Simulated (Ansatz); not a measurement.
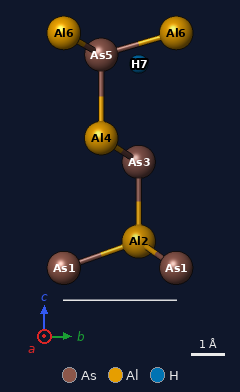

A slab of composition Al₃As₃H (cut from the F-43m phase), before the constrained relaxation. The picture is a ball-and-stick view of the 2 × 1 repeat of the cell, outlined in the plane, without the vacuum, seen along the a axis.

Case: H put at a hollow As-As-As site. The slab is the (1 1 1) face of AlAs with H on it. 3 atoms are held fixed.

Computed with Ansatz, DFT PBEsol, scalar-relativistic, plane waves, PAW.

Input file:
```yaml
crystal:
  lattice:
    - [4.012545656, 0.0, 0.0]
    - [-2.006272828, 3.474966472, 0.0]
    - [0.0, 0.0, 26.3715170702]
  atoms:
    - { symbol: As, position: [0.0, 0.0, 0.3223174448] }
    - { symbol: Al, position: [0.3333333333, 0.6666666667, 0.3533758573] }
    - { symbol: As, position: [0.3333333333, 0.6666666667, 0.4465510944] }
    - { symbol: Al, position: [0.6666666667, 0.3333333333, 0.4744244183] }
    - { symbol: As, position: [0.6666666667, 0.3333333333, 0.5721729261] }
    - { symbol: Al, position: [0.0, 0.0, 0.5976709993] }
    - { symbol: H, position: [0.3333333333, 0.6666666667, 0.5612680879], spin: 1.0 }
basis:
  ecutwfc: 420
kpoints:
  mp_grid: { grid: [9, 9, 1] }
hamiltonian:
  xc: pbesol
scf:
  occupations: { method: gaussian, width: 0.05 }
output:
  forces: true
  eigenvalues: true
  populations: true
magnetization:
  spin_polarized: true
relax:
  adjacent_minimum: "off"
  f_tol: 0.03
  max_steps: 70
  constraints: [{ sites: [0, 1, 2] }]
efield:
  axis: 3
  dipole_correction: true
  ramp_width: 0.04
```

Launched with:
```bash
ansatz run input.yaml --threads 2 --pin off --max-ram 5120MiB --backend cpu --events-out ev --progress --plain --runs-dir out
```

What does the optimiser find from here?

Al6 moves most: 1.47 Å along the normal (−c). Largest moves by element: Al 1.47 Å, H 0.13 Å, As 0.05 Å. The cell doesn't change. Among the contacts that change: As5–Al6 2.412 → 2.468 Å, As3–Al4 2.430 → 2.453 Å, Al4–As5 2.578 → 2.561 Å. Among the angles between lasting bonds that change: Al4–As5–Al6 106.2° → 69.8°, Al6–As5–Al6 112.5° → 108.8°, As5–Al6–As5 112.5° → 108.8°. Over 10 accepted moves (11 points after the start) the energy falls by 0.533 eV per cell of the calculation. The largest force component goes from 0.43 to 0.0074 eV/Å. 1 step only repeated the SCF at the same geometry. The run may lie on a higher electronic state than the lowest, so the end point isn't shown to be the ground-state structure.

History of the run:

```csv
step,"E − E(0), meV/atom","largest force component, eV/Å",note
0,0.00,0.4299,
1,-8.09,0.4690,
2,-21.27,0.2996,
3,-30.04,0.2815,
4,-39.21,0.3572,
5,-50.97,0.4260,
6,-63.03,0.4087,
7,-72.64,0.2302,
8,-75.43,0.2258,
9,-76.11,0.0193,
10,-76.11,0.0195,"same geometry, SCF repeated"
11,-76.15,0.0074,
```

The end point in the same view:

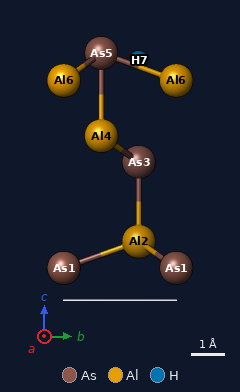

Limits of the set-up: the periodic images lie only 4.0 Å apart, so the values are limited by the cell's size.
